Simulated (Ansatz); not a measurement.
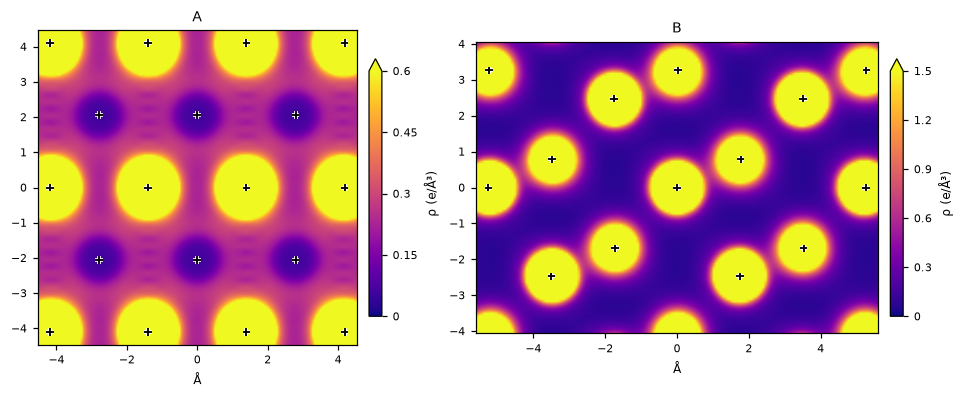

The valence pseudo-density of 2 systems, each on a plane through atoms (crosses mark nuclei in the plane).

Level of theory: Kohn-Sham DFT of a periodic cell, PBEsol, Ansatz PAW in Ansatz 0.2.0.

System 1: AlNi, the (100) plane of the conventional cell. Space group C2/m; a structure from a database of computed crystals, not necessarily the ambient phase; computed pressure about −3 GPa in this cell; the program warned that a starting moment wasn't kept; spin-polarised, but the moments vanished.

```yaml
crystal:
  lattice:
    - [4.60136, 0.00000, 0.00000]
    - [0.00000, 2.78936, 0.00000]
    - [-1.35645, 0.00000, 3.88084]
  atoms:
    - { symbol: Ni, position: [0.00000, 0.50000, 0.50000] }
    - { symbol: Ni, position: [0.50000, 0.00000, 0.50000] }
    - { symbol: Al, position: [0.00000, 0.00000, 0.00000] }
    - { symbol: Al, position: [0.50000, 0.50000, 0.00000] }
```

System 2: CuO, the (010) plane of the conventional cell. Space group Cm; a structure from a database of computed crystals, not necessarily the ambient phase; not relaxed (largest force 0.5 eV/Å).

```
CELL_PARAMETERS angstrom
2.14441 2.14441 4.28883
-2.14441 2.14441 0.00000
-2.14441 -2.14441 0.00000
ATOMIC_POSITIONS crystal
Cu 0.02950 0.00000 0.09197
Cu 0.52950 0.50000 0.09197
O 0.47190 0.99860 0.40803
O 0.97190 0.49860 0.40803
```

### Match each panel to its system.

Panel A is system 1, AlNi: the plane holds Ni and Al. Al–Ni (2.48 Å): the density is about 0.31 e/Å³ at the midpoint. Panel B is system 2, CuO: the plane holds Cu and O.
